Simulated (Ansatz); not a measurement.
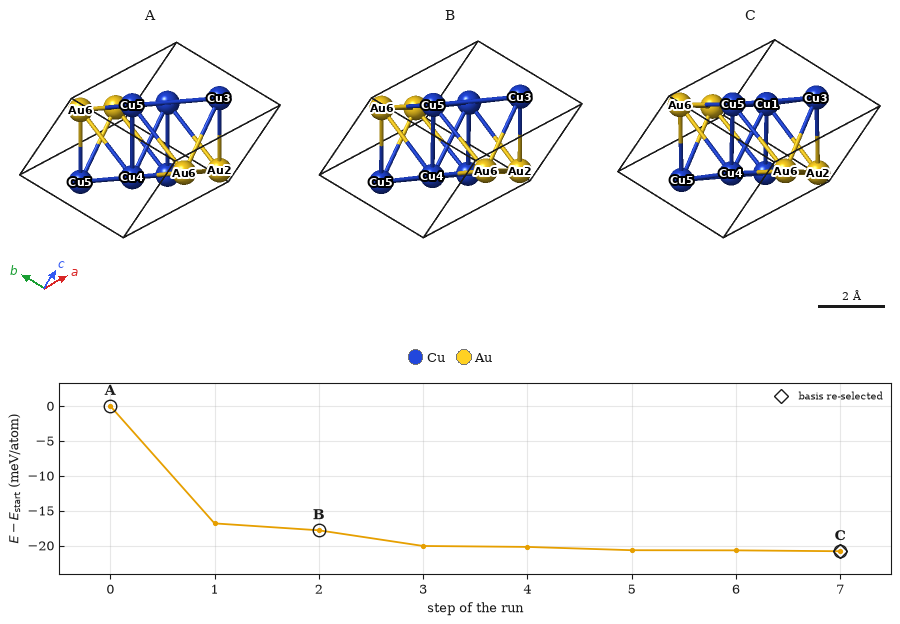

Frames of a relaxation of solid Cu2Au (set up in Cmcm), marked on the history of the run. Style: ball-and-stick. Shown: the cell of the calculation, from a free direction.

Case: 2 of 6 Cu sites taken by Au, cell and atoms relaxed.

Level of theory: DFT PBE, scalar-relativistic, plane waves, PAW in Ansatz.

Input file:
```yaml
crystal:
  lattice:
    - [0.0, 0.0, -4.4233807061]
    - [-4.0274185125, -2.3252311623, 0.0]
    - [0.0, 4.6504623246, 0.0]
  atoms:
    - { symbol: Cu, position: [0.75, 0.6666666667, 0.6666666667] }
    - { symbol: Au, position: [0.75, 1.0, 0.3333333333] }
    - { symbol: Cu, position: [0.75, 0.3333333333, 0.0] }
    - { symbol: Cu, position: [0.25, 0.3333333333, 0.3333333333] }
    - { symbol: Cu, position: [0.25, 0.6666666667, 1.0] }
    - { symbol: Au, position: [0.25, 1.0, 0.6666666667] }
basis:
  ecutwfc: 420
kpoints:
  mp_grid: { grid: [8, 12, 12] }
hamiltonian:
  xc: pbe
scf:
  occupations: { method: gaussian, width: 0.1 }
output:
  forces: true
  stress: true
  eigenvalues: true
relax:
  adjacent_minimum: "off"
  f_tol: 0.015
  max_steps: 60
  cell: { stress_tol: 0.15 }
```

Launched with:
```bash
ansatz run input.yaml --threads 1 --pin off --max-ram 2560MiB --backend cpu --events-out ev --progress --plain --runs-dir out
```

Q: Describe the path.

A: After 6 accepted moves (7 points after the start) the energy has fallen by 20.8 meV per atom. Largest force component: 0.93 eV/Å at the start, 0.0015 eV/Å at the end. The pressure goes from 3.72 to 0.00 GPa. The SCF was repeated once at an unchanged geometry on a basis and grid sized afresh for the cell, which shifted the energy by 0.1 meV per atom at most. The largest moves relative to the cell, 0.14 Å, are those of Au2 and Au6. Au2 goes along −c. By element the largest moves are Au 0.14 Å, Cu 0.10 Å. The volume changes by +1.9 %, with a 4.423 → 4.449 Å (+0.6 %), b 4.650 → 4.731 Å (+1.7 %), c 4.650 → 4.584 Å (−1.4 %), α 120.0° → 119.0°. Among the contacts that change: Cu1–Cu3 2.685 → 2.892 Å, Au2–Au6 2.701 → 2.868 Å, Cu1–Cu5 2.701 → 2.790 Å, Cu1–Cu4 2.701 → 2.622 Å. The space group stays Cmcm (No. 63). From step 0 to 2: Au atoms move most (0.08 Å), volume +2.4 %, energy −17.8 meV per atom. From step 2 to 7: Cu atoms move most (0.08 Å), volume −0.5 %, energy −3.0 meV per atom.

```csv
step,"E − E(0), meV/atom","largest force component, eV/Å","pressure, GPa","volume, Å³/atom",note
0,0.00,0.9331,3.72,13.808,
1,-16.82,0.1192,-0.72,14.183,
2,-17.81,0.0960,-0.33,14.136,
3,-20.05,0.0137,0.46,14.038,
4,-20.19,0.0710,-0.55,14.131,
5,-20.66,0.0096,-0.05,14.075,
6,-20.68,0.0014,0.01,14.069,
7,-20.80,0.0015,0.00,14.069,"same geometry, new basis"
```
